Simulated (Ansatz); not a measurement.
**Single-point calculation of WSe (part 1 of 2)**

System: WSe (4 atoms in the cell).
Method: DFT r2SCAN+U, scalar-relativistic, plane waves, PAW, Ueff = 6.2 eV on W d, spin-polarised (Ansatz 0.2.0).

The structure was built on a prototype by a generator; it need not be a known phase. It belongs to a series of runs on one base structure; here: antiferromagnetic, doubled cell, propagation vector (0, 0, 1/2). Figures and captions count atoms from 1; the log counts them from 0 in places.

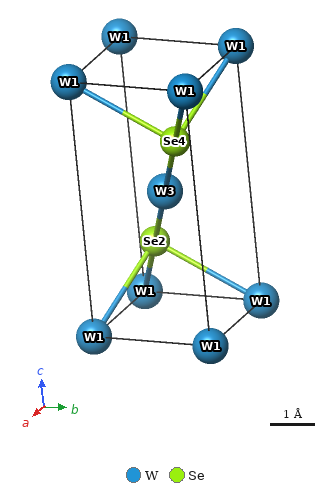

**Figure 1.** The structure as given in the input (ball-and-stick view of the reduced cell, seen slightly off an axis; atoms are numbered from 1 in the order of the input). An atom can appear more than once, as a periodic image.

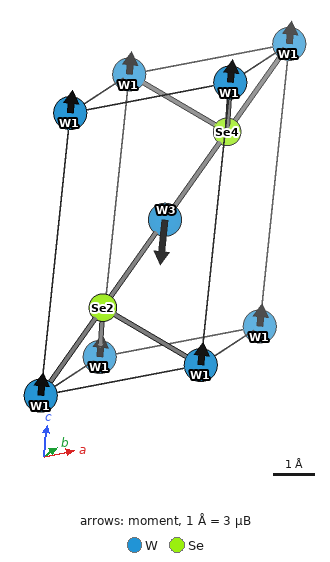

**Figure 2.** Magnetic moments of the sites as black arrows (ball-and-stick view of the reduced cell, seen slightly off an axis; atoms are numbered from 1 in the order of the input); small moments hardly show. The run is collinear, so the axis drawn is arbitrary. Site moments: W3 (−3.40 μB); W1 (1.74 μB); Se2, Se4 (0.11 μB). They are counted near the atoms and needn't add up to the moment of the cell.

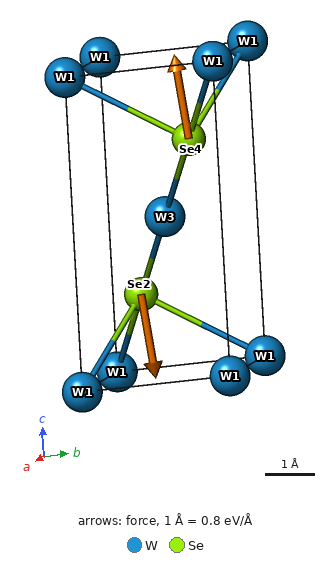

**Figure 3.** Forces on the atoms as orange arrows (ball-and-stick view of the reduced cell, seen slightly off an axis; atoms are numbered from 1 in the order of the input). The largest act on Se2, Se4 (1.42 eV/Å). The geometry is not a stationary point of this energy.

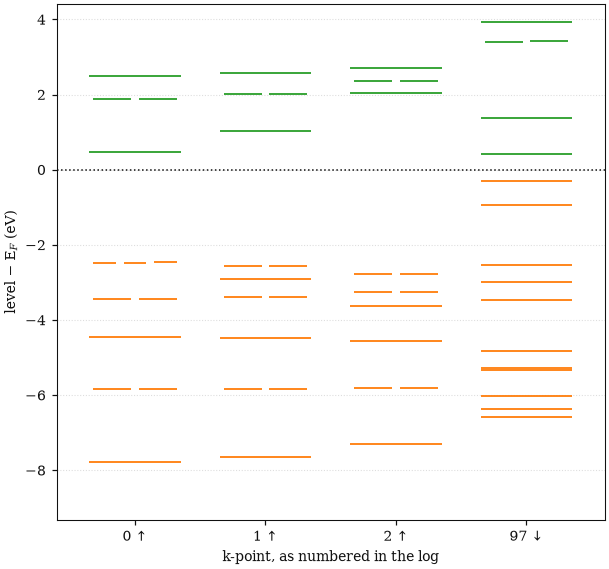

**Figure 4.** Kohn–Sham levels near the Fermi level (dotted) at the few k-points that the log prints; levels within 0.02 eV of each other stand side by side. The system is metallic on the full mesh.

The input and output of the run follow.

### Input
```yaml
crystal:
  lattice:
    - [0.0, 2.8530058079, 2.8530058079]
    - [2.8530058079, 0.0, 2.8530058079]
    - [5.7060116159, 5.7060116159, 0.0]
  atoms:
    - { symbol: W, position: [0.0, 1.0, 1.0], spin: 1.0 }
    - { symbol: Se, position: [0.5, 0.5, 0.25] }
    - { symbol: W, position: [0.0, 1.0, 0.5], spin: -1.0 }
    - { symbol: Se, position: [0.5, 0.5, 0.75] }
basis:
  ecutwfc: 500
kpoints:
  mp_grid: { grid: [12, 12, 6] }
hamiltonian:
  xc: r2scan
  hubbard: { sites: [{ species: W, l: d, u_eff: 6.2 }] }
scf:
  occupations: { method: gaussian, width: 0.1 }
output:
  forces: true
  stress: true
  eigenvalues: true
  populations: true
magnetization:
  spin_polarized: true
```

Launched with:
```bash
ansatz run input.yaml --threads 1 --pin off --max-ram 2560MiB --backend cpu --events-out ev --progress --plain --runs-dir out
```

### What the program printed
```
W: projections on atomic orbitals take those of the free atom [Kr 4d10 4f14] 5s2 5p6 5d4 6s2, of charge +0.00 (hamiltonian.pseudopotentials.projection_atoms); the dataset's partial waves leave at most 6.5e-5 of an orbital's norm unspanned inside its sphere
Se: projections on atomic orbitals take those of the free atom [Ar] 3d10 4s2 4p4, of charge +0.00 (hamiltonian.pseudopotentials.projection_atoms); the dataset's partial waves leave at most 2.3e-6 of an orbital's norm unspanned inside its sphere
Engine: ansatz 0.2.0, x86_64-unknown-linux-gnu
Pseudopotentials: kind: paw
Pseudopotential: W, paw, valence charge 14, recommended cutoff 500 eV (meta_gga), W.paw.azcp
Pseudopotential: Se, paw, valence charge 16, recommended cutoff 500 eV (meta_gga), Se.paw.azcp
Functional definition: r2SCAN
  parameter k0 = 0.174
  parameter k1 = 0.065
  parameter a1 = 4.9479
  exchange = r2scan_x(k0 = k0, k1 = k1, a1 = a1)
  correlation = r2scan_c
Crystal: 4 atoms, lattice volume = 92.890 Å³
Basis set: ecut = 500 eV, 2413 PW (Γ), exchange–correlation on 120×120×240 points (64 copies of the dense FFT grid, shifted against one another)
Bands: 38, of which v1, the nominal top of the filled ones, is band 30 counted from 1 (29 counted from 0)
Symmetry: 12 space group operations
Space group: R-3m (ITA 166), of the structure as read, at distance tolerance 4.5e-5 Å
Magnetic group: BNS 166.102 (UNI 1332), of the structure as read, at distance tolerance 4.5e-5 Å
k-points: 98 of 864
Non-local potential: W, projectors of the file, l = 0: 3, l = 1: 2, l = 2: 2, l = 3: 1
Non-local potential: Se, projectors of the file, l = 0: 2, l = 1: 2, l = 2: 3, l = 3: 1
PAW form: soft (Blöchl's): semilocal exchange-correlation on the pseudo side does not see the compensation charge
PAW frozen core: W, regenerated for the run's functional (the file was generated under x = pbe(κ = 0.804, μ = 0.2195149727645171), c = pbe(β = 0.06672455060314922))
PAW frozen core: Se, regenerated for the run's functional (the file was generated under x = pbe(κ = 0.804, μ = 0.2195149727645171), c = pbe(β = 0.06672455060314922))
PAW one-centre angular grid: W, 590 points (default); XC on 160 Gauss nodes
PAW one-centre angular grid: Se, 590 points (default); XC on 160 Gauss nodes
Initial density: superposition of atomic densities (chi_scale 0.1, normalization cell)
Starting moments: Σ|m| = 2 μB on 2 of 4 sites
Starting magnetic order: antiferromagnet; a translation exchanges its spin sublattices: spin-degenerate at every k-point
Initial wavefunctions: pseudopotential atomic-orbital guess
Functional: x = r2scan, c = r2scan; τ floored in thin density (d = 2e-4 eV/Å³)
iter 1 solved again at ethr=8.37e-4 eV; its pass at ethr=3.10e-3 eV (dr2=5.02e-1 eV) is discarded
SCF iter   1: F=—  HF=-31729.681765 eV  |F-HF|=—  |Δ(HF+E_count)|=         —  Δρ=3.98e-2 (↑3.98e-2 ↓3.98e-2)  dr2=5.03e-1  dr2_τ=1.97e-1  dr2_m=1.23e0  M=0.000 μB ∫|m|=5.473 μB  β_m=1.00  ethr=8.37e-4  ⟨swp⟩=1.0  Hψ=17413  notcnv=0
preconditioner: auto → Kerker (q_TF=auto, 2.537 Å⁻¹)  [metal: Δε(μ)=0.003 eV  Ē_g=7.332 eV  σ=0.100 eV  W_gap=0.02  n_scr=28 (ndim 8)  ℏωp=18.9 eV  f_vac=0.000  D(μ)=3.12/eV (n_scr^D=28)]
spin=Collinear: Kerker preconditioning applied to the charge; magnetization (m = ρ↑ − ρ↓) channel mixes plain (no charge-response kernel on spin).
SCF iter   2: F=—  HF=-31734.581218 eV  |F-HF|=—  |Δ(HF+E_count)|=    4.90e0  Δρ=1.86e-2 (↑1.86e-2 ↓1.86e-2)  dr2=2.56e-1  dr2_τ=2.92e-2  dr2_m=2.14e-1  M=0.000 μB ∫|m|=6.952 μB  β_m=1.00  ethr=8.37e-4  ⟨swp⟩=3.2  Hψ=8204  notcnv=0  κ⁻¹=1.0e0(r=1)
SCF iter   3: F=—  HF=-31736.736415 eV  |F-HF|=—  |Δ(HF+E_count)|=    2.16e0  Δρ=9.62e-3 (↑9.62e-3 ↓9.62e-3)  dr2=2.02e-1  dr2_τ=4.94e-3  dr2_m=2.30e-2  M=0.000 μB ∫|m|=7.413 μB  β_m=1.00  ethr=4.26e-4  ⟨swp⟩=2.0  Hψ=6577  notcnv=0  defer=188  κ⁻¹=2.1e-2(r=2)
SCF iter   4: F=—  HF=-31737.840442 eV  |F-HF|=—  |Δ(HF+E_count)|=    1.10e0  Δρ=2.83e-3 (↑2.83e-3 ↓2.83e-3)  dr2=1.59e-2  dr2_τ=7.73e-4  dr2_m=4.28e-3  M=0.000 μB ∫|m|=7.644 μB  β_m=1.00  ethr=3.37e-4  ⟨swp⟩=2.3  Hψ=7631  notcnv=0  defer=204  κ⁻¹=1.9e-3(r=3)
SCF iter   5: F=—  HF=-31738.419651 eV  |F-HF|=—  |Δ(HF+E_count)|=   5.79e-1  Δρ=2.41e-3 (↑2.41e-3 ↓2.41e-3)  dr2=7.28e-3  dr2_τ=2.74e-4  dr2_m=2.72e-3  M=0.000 μB ∫|m|=7.805 μB  β_m=1.00  ethr=2.66e-5  ⟨swp⟩=2.1  Hψ=6181  notcnv=0  defer=204  κ⁻¹=4.0e-4(r=4)
SCF iter   6: F=—  HF=-31738.739182 eV  |F-HF|=—  |Δ(HF+E_count)|=   3.20e-1  Δρ=1.39e-3 (↑1.39e-3 ↓1.39e-3)  dr2=1.15e-3  dr2_τ=2.14e-4  dr2_m=1.44e-3  M=0.000 μB ∫|m|=7.928 μB  β_m=1.00  ethr=1.21e-5  ⟨swp⟩=2.1  Hψ=7403  notcnv=0  defer=203  κ⁻¹=2.0e-5(r=5)
SCF iter   7: F=—  HF=-31738.910748 eV  |F-HF|=—  |Δ(HF+E_count)|=   1.72e-1  Δρ=1.10e-3 (↑1.10e-3 ↓1.10e-3)  dr2=1.74e-3  dr2_τ=7.66e-5  dr2_m=8.16e-4  M=0.000 μB ∫|m|=8.019 μB  β_m=1.00  ethr=1.91e-6  ⟨swp⟩=2.6  Hψ=6711  notcnv=0  defer=203  κ⁻¹=1.7e-5(r=6)
SCF iter   8: F=—  HF=-31739.006756 eV  |F-HF|=—  |Δ(HF+E_count)|=   9.60e-2  Δρ=9.68e-4 (↑9.68e-4 ↓9.68e-4)  dr2=2.27e-3  dr2_τ=4.42e-5  dr2_m=5.19e-4  M=0.000 μB ∫|m|=8.087 μB  β_m=0.30  ethr=1.91e-6  ⟨swp⟩=2.1  Hψ=6676  notcnv=0  defer=206
Mixer restart at iter 8: flushing history
spin-set hold released at iteration 8 (site moments contracting): the magnetisation degrees of freedom join the quasi-Newton model from the next iteration; the mixer history was flushed
SCF iter   9: F=—  HF=-31739.060725 eV  |F-HF|=—  |Δ(HF+E_count)|=   5.40e-2  Δρ=1.17e-3 (↑1.17e-3 ↓1.17e-3)  dr2=2.71e-3  dr2_τ=2.13e-5  dr2_m=8.35e-4  M=0.000 μB ∫|m|=8.128 μB  β_m=0.30  ethr=1.91e-6  ⟨swp⟩=2.0  Hψ=4710  notcnv=0  defer=211  κ⁻¹=1.0e0(r=1)
SCF iter  10: F=—  HF=-31739.130249 eV  |F-HF|=—  |Δ(HF+E_count)|=   6.95e-2  Δρ=1.37e-3 (↑1.37e-3 ↓1.37e-3)  dr2=2.96e-3  dr2_τ=1.20e-5  dr2_m=1.21e-3  M=0.000 μB ∫|m|=8.253 μB  β_m=0.30  ethr=1.91e-6  ⟨swp⟩=3.0  Hψ=7765  notcnv=0  defer=217  κ⁻¹=1.0e-3(r=2)
SCF iter  11: F=—  HF=-31739.136097 eV  |F-HF|=—  |Δ(HF+E_count)|=   5.85e-3  Δρ=3.54e-4 (↑3.54e-4 ↓3.54e-4)  dr2=1.81e-4  dr2_τ=7.14e-6  dr2_m=6.44e-5  M=0.000 μB ∫|m|=8.315 μB  β_m=0.30  ethr=1.91e-6  ⟨swp⟩=2.6  Hψ=7505  notcnv=0  defer=215  κ⁻¹=5.3e-5(r=3)
SCF iter  12: F=—  HF=-31739.136369 eV  |F-HF|=—  |Δ(HF+E_count)|=   2.71e-4  Δρ=2.59e-4 (↑2.59e-4 ↓2.59e-4)  dr2=5.27e-5  dr2_τ=2.48e-6  dr2_m=3.89e-5  M=0.000 μB ∫|m|=8.330 μB  β_m=0.30  ethr=3.02e-7  ⟨swp⟩=2.2  Hψ=5732  notcnv=0  defer=213  κ⁻¹=4.4e-5(r=4)
SCF iter  13: F=—  HF=-31739.136482 eV  |F-HF|=—  |Δ(HF+E_count)|=   1.13e-4  Δρ=8.15e-5 (↑8.15e-5 ↓8.15e-5)  dr2=9.61e-6  dr2_τ=2.58e-7  dr2_m=2.70e-6  M=0.000 μB ∫|m|=8.332 μB  β_m=0.30  ethr=8.78e-8  ⟨swp⟩=2.0  Hψ=6548  notcnv=0  defer=219  κ⁻¹=4.3e-5(r=5)
SCF iter  14: F=—  HF=-31739.136501 eV  |F-HF|=—  |Δ(HF+E_count)|=   1.87e-5  Δρ=4.46e-5 (↑4.46e-5 ↓4.46e-5)  dr2=2.63e-6  dr2_τ=7.67e-8  dr2_m=8.13e-7  M=0.000 μB ∫|m|=8.334 μB  β_m=0.30  ethr=1.60e-8  ⟨swp⟩=2.0  Hψ=6453  notcnv=0  defer=219  κ⁻¹=4.1e-6(r=6)
SCF iter  15: F=—  HF=-31739.136506 eV  |F-HF|=—  |Δ(HF+E_count)|=   5.46e-6  Δρ=1.36e-5 (↑1.36e-5 ↓1.36e-5)  dr2=3.31e-7  dr2_τ=1.46e-8  dr2_m=6.63e-8  M=0.000 μB ∫|m|=8.335 μB  β_m=0.30  ethr=4.38e-9  ⟨swp⟩=2.0  Hψ=6280  notcnv=0  defer=219  κ⁻¹=3.6e-7(r=7)
SCF iter  16: F=—  HF=-31739.136505 eV  |F-HF|=—  |Δ(HF+E_count)|=   6.53e-7  Δρ=7.21e-6 (↑7.21e-6 ↓7.21e-6)  dr2=6.99e-8  dr2_τ=3.02e-9  dr2_m=1.94e-8  M=0.000 μB ∫|m|=8.335 μB  β_m=0.30  ethr=1.67e-10  ⟨swp⟩=9.2  Hψ=17292  notcnv=0  κ⁻¹=2.1e-7(r=8)
SCF iter  17: F=-31739.136505 eV  HF=-31739.136505 eV  |F-HF|=7.82e-8  |Δ(HF+E_count)|=   1.20e-8  Δρ=5.91e-6 (↑5.91e-6 ↓5.91e-6)  dr2=4.31e-8  dr2_τ=1.42e-9  dr2_m=1.61e-8  M=0.000 μB ∫|m|=8.335 μB  ethr=1.17e-10  ⟨swp⟩=3.6  Hψ=10112  notcnv=0
SCF 1 converged in 17 iterations: F = -31739.136505 eV  dr2 = 4.31e-8
  greatest PAW one-centre occupation: 1.000 electrons in one spin orbital (limit 2), on the Se atom at site 3 (counted from 0), in its partial waves of l = 2
Symmetry: 4 space group operations
k-points: 242 of 864
Initial density: read from a saved state, or passed on in memory by an earlier SCF of this step, an earlier step, the calling program or the single point that the run made first
Starting moments: Σ|m| = 2 μB on 2 of 4 sites; this step starts from the density that it was given
Initial wavefunctions: those read from a saved state, or passed on in memory by an earlier step or the calling program
the translation (0, 0, 0.5) carries every atom to within crystal.symmetry.tolerance of an atom of its element with the starting moment reversed, but both spin channels are solved: the run starts from a saved state that isn't shown to keep it, or this solve from the single point that its walk made first
iter 1 solved again at ethr=7.19e-11 eV; its pass at ethr=1.67e-6 eV (dr2=4.31e-8 eV) is discarded
```
